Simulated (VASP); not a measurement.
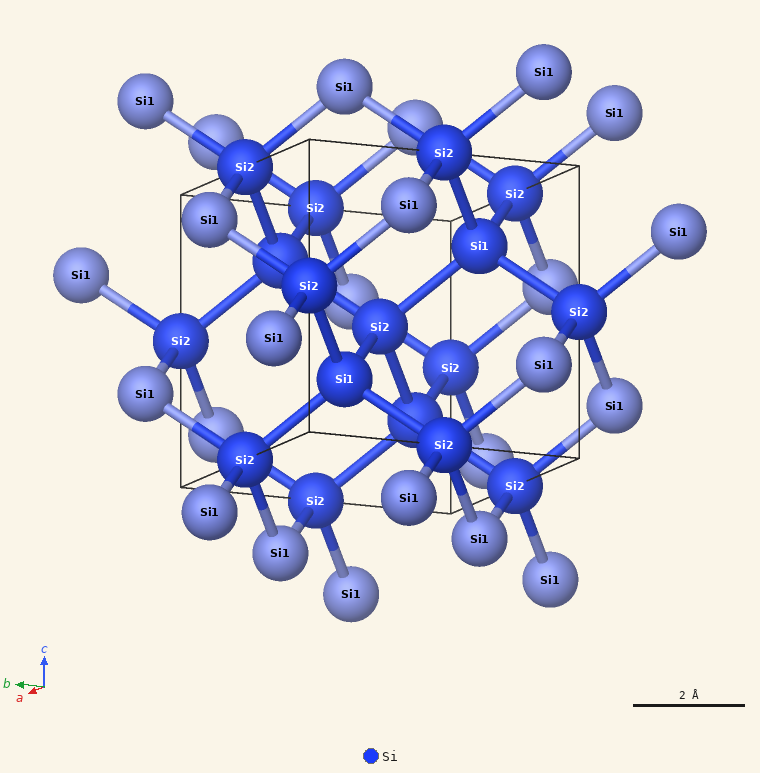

*The input geometry (ball-and-stick view of the cell 4 times as large as that of the calculation, set on its symmetry axes, seen at an oblique angle; neighbours outside the cell are drawn fainter; atoms are numbered from 1 in the order of the input). An atom can appear more than once, as a periodic image.*

## Geometry relaxation of Si (part 1 of 2)

The run: geometry relaxation of Si (2 atoms in the cell). Method and program: Kohn-Sham DFT of a periodic cell, r2SCAN with rVV10, VASP PAW PBE potentials, recommended, no spin polarisation (VASP 6.6.1).

The structure derives from an entry of the Crystallography Open Database.

OSZICAR:
```
N       E                     dE             d eps       ncg     rms          rms(c)
DAV:   1     0.188944821150E+01    0.18894E+01   -0.35425E+03   752   0.837E+02
DAV:   2    -0.183274735447E+02   -0.20217E+02   -0.19655E+02  1176   0.874E+01
DAV:   3    -0.185760456520E+02   -0.24857E+00   -0.24857E+00   960   0.127E+01
DAV:   4    -0.185772143146E+02   -0.11687E-02   -0.11687E-02  1264   0.935E-01
DAV:   5    -0.185772147163E+02   -0.40178E-06   -0.40177E-06   952   0.172E-02    0.608E+00
DAV:   6    -0.174020099747E+02    0.11752E+01   -0.14698E-01   840   0.306E+00    0.426E+00
DAV:   7    -0.183549998172E+02   -0.95299E+00   -0.66440E-01   808   0.416E+00    0.846E-01
DAV:   8    -0.173951559002E+02    0.95984E+00   -0.14619E-01   792   0.272E+00    0.411E-01
DAV:   9    -0.173857416940E+02    0.94142E-02   -0.67412E-02   816   0.216E+00    0.264E-01
DAV:  10    -0.174037787493E+02   -0.18037E-01   -0.19844E-02   800   0.126E+00    0.915E-02
DAV:  11    -0.174039470639E+02   -0.16831E-03   -0.25311E-04  1176   0.155E-01    0.594E-02
DAV:  12    -0.174039627161E+02   -0.15652E-04   -0.18223E-04   816   0.168E-01    0.489E-02
DAV:  13    -0.174039583076E+02    0.44084E-05   -0.10128E-04   800   0.140E-01    0.203E-02
DAV:  14    -0.174039749532E+02   -0.16646E-04   -0.11378E-05   840   0.449E-02    0.124E-02
DAV:  15    -0.174039756890E+02   -0.73582E-06   -0.10045E-06   960   0.143E-02    0.994E-03
DAV:  16    -0.174039753295E+02    0.35952E-06   -0.27572E-07  1024   0.561E-03    0.771E-04
DAV:  17    -0.174039754897E+02   -0.16019E-06   -0.50146E-08   528   0.277E-03    0.333E-03
DAV:  18    -0.174039754381E+02    0.51597E-07   -0.99208E-09   504   0.148E-03
   1 F= -.17403975E+02 E0= -.17403975E+02  d E =-.174040E+02
       N       E                     dE             d eps       ncg     rms          rms(c)
DAV:   1    -0.174040394011E+02   -0.63911E-04   -0.39030E-03   880   0.365E-01    0.658E-02
DAV:   2    -0.174040102051E+02    0.29196E-04   -0.12797E-04  1008   0.845E-02    0.418E-02
DAV:   3    -0.174039839774E+02    0.26228E-04   -0.44844E-05   776   0.592E-02    0.118E-02
DAV:   4    -0.174039960098E+02   -0.12032E-04   -0.57828E-06   928   0.206E-02    0.116E-02
DAV:   5    -0.174039865367E+02    0.94731E-05   -0.30099E-06   840   0.190E-02    0.890E-03
DAV:   6    -0.174039942326E+02   -0.76959E-05   -0.33747E-06   816   0.193E-02    0.102E-03
DAV:   7    -0.174039946396E+02   -0.40694E-06   -0.32787E-07   824   0.679E-03    0.723E-04
DAV:   8    -0.174039946482E+02   -0.86197E-08   -0.24805E-08   504   0.218E-03
   2 F= -.17403995E+02 E0= -.17403995E+02  d E =-.192101E-04
       N       E                     dE             d eps       ncg     rms          rms(c)
DAV:   1    -0.174040512345E+02   -0.56595E-04   -0.84707E-04   880   0.170E-01    0.309E-02
DAV:   2    -0.174040445760E+02    0.66585E-05   -0.26873E-05   984   0.385E-02    0.196E-02
DAV:   3    -0.174040395998E+02    0.49762E-05   -0.97366E-06   768   0.274E-02    0.553E-03
DAV:   4    -0.174040426984E+02   -0.30987E-05   -0.12340E-06   880   0.954E-03    0.541E-03
DAV:   5    -0.174040421906E+02    0.50783E-06   -0.70102E-07   808   0.927E-03    0.398E-03
DAV:   6    -0.174040438467E+02   -0.16561E-05   -0.78886E-07   784   0.945E-03    0.458E-04
DAV:   7    -0.174040437384E+02    0.10835E-06   -0.70422E-08   608   0.321E-03    0.298E-04
DAV:   8    -0.174040437930E+02   -0.54627E-07   -0.72283E-09   456   0.969E-04
   3 F= -.17404044E+02 E0= -.17404044E+02  d E =-.683549E-04
```

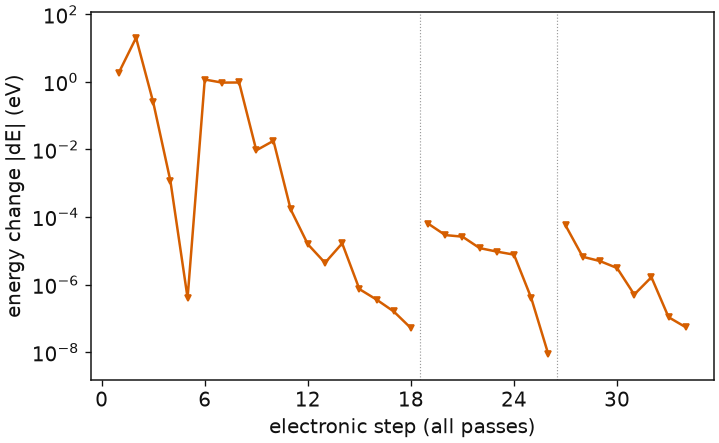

*Convergence of the self-consistent field: energy change |dE| against the electronic step. Each stretch between dotted lines is the SCF of one geometry step of a relaxation.*

The 3 ionic steps take 8 to 18 electronic steps each. The density is held fixed in the first few steps, and dE rises again when its update begins.

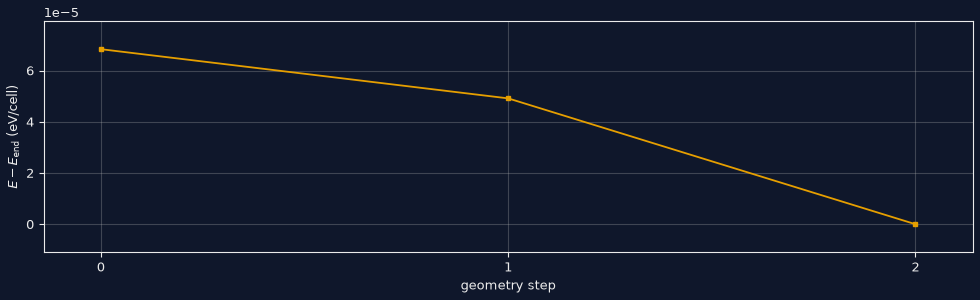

*Progress of the relaxation, step by step (steps are counted from 0).*

No atom moves by more than 0.005 Å relative to the cell. Cell: a = b = c 5.427 → 5.431 Å (+0.1 %). Volume +0.2 %. The space group stays Fd-3m (No. 227). After 2 geometry steps the energy has fallen by 0.1 meV per cell of the calculation. All forces vanish by symmetry, so only the cell relaxes.

Parts of OUTCAR:
```
PREC = Accurate
   ENCUT = 520
   EDIFF = 1E-7
   ISMEAR = 0
   LREAL = F
   LASPH = T
   NELM = 80
   ISIF = 3
   METAGGA = R2SCAN
   IVDW_NL = 2
   BPARAM = 11.95
   IBRION = 2
   NSW = 80
   EDIFFG = -0.002

 ion  position               nearest neighbor table
   1  0.750  0.750  0.750-   2 2.35   2 2.35   2 2.35   2 2.35
   2  0.500  0.500  0.500-   1 2.35   1 2.35   1 2.35   1 2.35

  LATTYP: Found a face centered cubic cell.
 ALAT       =     5.4271200000

  Lattice vectors:

 A1 = (   0.0000000000,   2.7135600000,   2.7135600000)
 A2 = (   2.7135600000,   0.0000000000,   2.7135600000)
 A3 = (   2.7135600000,   2.7135600000,   0.0000000000)

Analysis of symmetry for initial positions (statically):
=====================================================================
 Subroutine PRICEL returns:
 Original cell was already a primitive cell.

 Routine SETGRP: Setting up the symmetry group for a
 face centered cubic supercell.

 Subroutine GETGRP returns: Found 48 space group operations
 (whereof 24 operations were pure point group operations)
 out of a pool of 48 trial point group operations.

The static configuration has the point symmetry T_d .
 The point group associated with its full space group is O_h .

Analysis of symmetry for dynamics (positions and initial velocities):
=====================================================================
 Subroutine PRICEL returns:
 Original cell was already a primitive cell.

 Routine SETGRP: Setting up the symmetry group for a
 face centered cubic supercell.

 Subroutine GETGRP returns: Found 48 space group operations
 (whereof 24 operations were pure point group operations)
 out of a pool of 48 trial point group operations.

The dynamic configuration has the point symmetry T_d .
 The point group associated with its full space group is O_h .

 Subroutine INISYM returns: Found 48 space group operations
 (whereof 24 operations are pure point group operations),
 and found     1 'primitive' translations

----------------------------------------------------------------------------------------

                                     Primitive cell

  volume of cell :      39.9621

  direct lattice vectors                    reciprocal lattice vectors
     0.000000000  2.713560000  2.713560000    -0.184259792  0.184259792  0.184259792
     2.713560000  0.000000000  2.713560000     0.184259792 -0.184259792  0.184259792
     2.713560000  2.713560000  0.000000000     0.184259792  0.184259792 -0.184259792

  length of vectors
     3.837553354  3.837553354  3.837553354     0.319147321  0.319147321  0.319147321

  position of ions in fractional coordinates (direct lattice)
     0.750000000  0.750000000  0.750000000
     0.500000000  0.500000000  0.500000000

  ion indices of the primitive-cell ions
   primitive index   ion index
                 1           1
                 2           2

----------------------------------------------------------------------------------------

 KPOINTS: regular mesh

Automatic generation of k-mesh.
 Grid dimensions read from file:
 generate k-points for:   10   10   10

 Generating k-lattice:

  Cartesian coordinates                     Fractional coordinates (reciprocal lattice)
    -0.018425979  0.018425979  0.018425979     0.100000000  0.000000000  0.000000000
     0.018425979 -0.018425979  0.018425979     0.000000000  0.100000000  0.000000000
     0.018425979  0.018425979 -0.018425979     0.000000000  0.000000000  0.100000000

  Length of vectors
     0.031914732  0.031914732  0.031914732

  Shift w.r.t. Gamma in fractional coordinates (k-lattice)
     0.000000000  0.000000000  0.000000000

 Subroutine IBZKPT returns following result:
 ===========================================

 Found     47 irreducible k-points:

 Following reciprocal coordinates:
            Coordinates               Weight
  0.000000  0.000000  0.000000      1.000000
  0.100000  0.000000  0.000000      8.000000
  0.200000  0.000000  0.000000      8.000000
  0.300000  0.000000  0.000000      8.000000
  0.400000  0.000000  0.000000      8.000000
  0.500000  0.000000  0.000000      4.000000
  0.100000  0.100000  0.000000      6.000000
  0.200000  0.100000  0.000000     24.000000
  0.300000  0.100000  0.000000     24.000000
  0.400000  0.100000  0.000000     24.000000
  0.500000  0.100000  0.000000     24.000000
 -0.400000  0.100000  0.000000     24.000000
 -0.300000  0.100000  0.000000     24.000000
 -0.200000  0.100000  0.000000     24.000000
 -0.100000  0.100000  0.000000     12.000000
  0.200000  0.200000  0.000000      6.000000
  0.300000  0.200000  0.000000     24.000000
  0.400000  0.200000  0.000000     24.000000
  0.500000  0.200000  0.000000     24.000000
 -0.400000  0.200000  0.000000     24.000000
 -0.300000  0.200000  0.000000     24.000000
 -0.200000  0.200000  0.000000     12.000000
  0.300000  0.300000  0.000000      6.000000
  0.400000  0.300000  0.000000     24.000000
 [... further k-points ...]
   k-points           NKPTS =     47   k-points in BZ     NKDIM =     47   number of bands    NBANDS=      8
   number of dos      NEDOS =    301   number of ions     NIONS =      2
   total plane-waves  NPLWV =  27000
   dimension x,y,z NGX =    30 NGY =   30 NGZ =   30
   dimension x,y,z NGXF=    60 NGYF=   60 NGZF=   60
   ions per type =               2
   NGX,Y,Z   is equivalent  to a cutoff of  13.00, 13.00, 13.00 a.u.
   NGXF,Y,Z  is equivalent  to a cutoff of  25.99, 25.99, 25.99 a.u.
 SYSTEM =  unknown system
   PREC   = accura    normal or accurate (medium, high low for compatibility)
   ISTART =      0    job   : 0-new  1-cont  2-samecut
   ICHARG =      2    charge: 1-file 2-atom 10-const
   ISPIN  =      1    spin polarized calculation?
   LNONCOLLINEAR =      F non collinear calculations
   LSORBIT =      F    spin-orbit coupling
   LASPH  =      T    aspherical Exc in radial PAW
   ENCUT  =  520.0 eV  38.22 Ry    6.18 a.u.   7.14  7.14  7.14*2*pi/ulx,y,z
   NELM   =     80;   NELMIN=  2; NELMDL= -5     # of ELM steps
   EDIFF  = 0.1E-06   stopping-criterion for ELM
   LREAL  =      F    real-space projection
   EDIFFG = -.2E-02   stopping-criterion for IOM
   NSW    =     80    number of steps for IOM
   IBRION =      2    ionic relax: 0-MD 1-quasi-New 2-CG
   NFREE  =      1    steps in history (QN), initial steepest desc. (CG)
   ISIF   =      3    stress and relaxation
   ISYM   =      2    0-nonsym 1-usesym 2-fastsym
   POTIM  = 0.5000    time-step for ionic-motion
   TEBEG  =    0.0;   TEEND  =   0.0 temperature during run
   PSTRESS=    0.0 pullay stress
   NELECT =       8.0000    total number of electrons
   NUPDOWN=      -1.0000    fix difference up-down
   EMIN   =  10.00;   EMAX   =-10.00  energy-range for DOS
   EFERMI =   0.00;   METHOD = LEGACY
   ISMEAR =     0;   SIGMA  =   0.02  broadening in eV -4-tet -1-fermi 0-gaus
   EFERMI_NEDOS =   21; number of points for ismear=-14 and -15
   IALGO  =     38    algorithm
   IMIX   =      4    mixing-type and parameters
     AMIX     =   0.40;   BMIX     =  1.00
     AMIX_MAG =   1.60;   BMIX_MAG =  1.00
  volume/ion in A,a.u.               =      19.98       134.84
  Fermi-wavevector in a.u.,A,eV,Ry     =   0.957684  1.809760 12.478691  0.917158
  Thomas-Fermi vector in A             =   2.086724
   LORBIT       =      0    0 simple, 1 ext, 2 COOP (PROOUT), +10 PAW based schemes
   METAGGA = R2SCAN    functional components
   LHFCALC =     F    Hartree Fock is set to
   AEXX    =    0.0000 exact exchange contribution
   IVDW_NL    =     2    kernel type
   BPARAM     =11.9500
   IVDW    =     0    specifies the selected vdW correction
```
